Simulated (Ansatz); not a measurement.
NbP

Input

```
crystal:
  lattice:
    - [1.5803074441, -4.4317386503, 0.0]
    - [1.5803074441, 4.4317386503, 0.0]
    - [0.0, 0.0, 4.2605619752]
  atoms:
    - { symbol: Nb, position: [0.3720713751, 0.6279286249, 0.75] }
    - { symbol: Nb, position: [0.6279286249, 0.3720713751, 0.25] }
    - { symbol: P, position: [0.9082995211, 0.0917004789, 0.25] }
    - { symbol: P, position: [0.0917004789, 0.9082995211, 0.75] }
kpoints:
  mp_grid: { grid: [8, 8, 6] }
hamiltonian:
  xc: r2scan
  dispersion: rvv10
scf:
  occupations: { method: fermi_dirac, width: 0.03 }
relax:
  f_tol: 0.01
  cell: {}
  max_steps: 120
output:
  write_density: true
  write_potential: true
  elf: true
  volumetric_format: npy
```

Command:

```sh
ansatz run input.yaml --threads 2 --pin off --max-ram 29491MiB --backend cpu --events-out ev --progress --plain --runs-dir out
```

Below, planes, directions and counts refer to the conventional cell (a = 3.20 Å, b = 8.89 Å, c = 4.31 Å, α = 90.00°, β = 90.00°, γ = 90.00°).

The fields are those of the relaxed geometry.

Space group Cmcm; a structure from a database of computed crystals, not necessarily the ambient phase; started from the TlCl-63 prototype, which need not be the ambient phase.

Method: DFT, r2SCAN+rVV10, plane waves, PAW in Ansatz.

The density is the valence pseudo-density of a PAW calculation; it isn't the true density close to the nuclei.

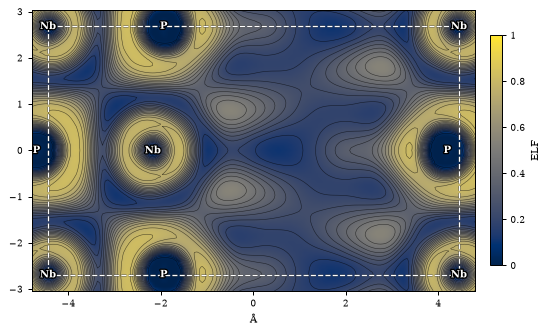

Figure 1. ELF on the (101) plane of the conventional cell.

**Read the bonding off the picture.**

Atoms in the plane: Nb and P.
Nb–P (2.51 Å): the ELF peaks at about 0.85 in the valence shell of P, 0.8 Å from its nucleus, and is about 0.40 at the midpoint.
Nb–P (2.70 Å): the ELF peaks at about 0.80 in the valence shell of P, 0.9 Å from its nucleus, and is about 0.35 at the midpoint.
The features right at Nb lie inside the PAW spheres, where the map follows smoothed inner orbitals and isn't to be read closely.

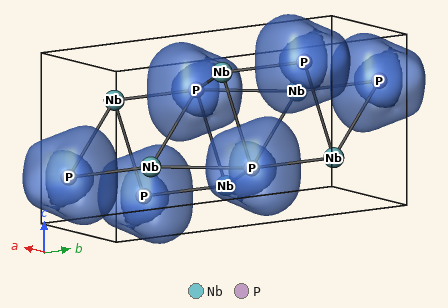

Figure 2. Isosurface of the electron localisation function at 0.6 (blue), seen at an oblique angle. Core shells and regions of very low density are left out. Sticks mark near contacts.

**Where are the electrons localised?**

At this value the surface marks out four regions wrapped around P (the valence shell of each), counted in one cell of 8 atoms. Any copies at cell faces, edges or corners count once.
